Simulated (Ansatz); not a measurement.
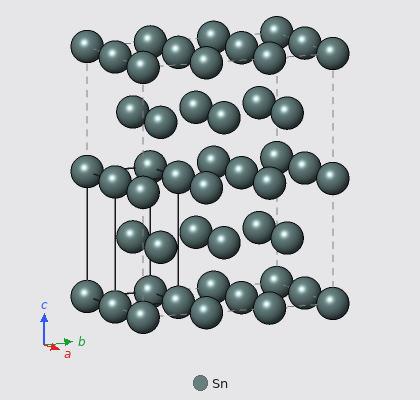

Sn, space group I4/mmm (No. 139), a = 3.182 Å, b = 3.182 Å, c = 5.831 Å, α = 90.00°, β = 90.00°, γ = 90.00°. Origin: a calculation's input that goes back to an entry of the Crystallography Open Database (an earlier step may have relaxed or displaced it). Forms under 0.4 % of the area are left out.

Q: What shape follows from the Bravais–Friedel–Donnay–Harker rule?

A: The forms computed, by share of the surface:

```tsv
form	faces	d (Å)	share of area (%)
{101}	8	2.793	74.5
{002}	2	2.916	17.4
{110}	4	2.250	8.1
```

The crystal is roughly equant (blocky). Widths along a, b and c stand as 1.00 : 1.00 : 0.84.

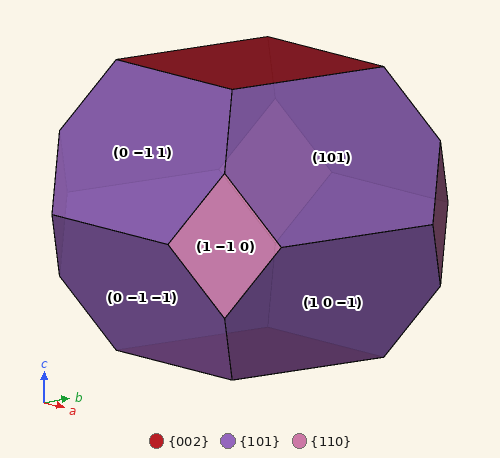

The computed shape, faces indexed. The rule is geometric and ignores bonding and growth conditions.
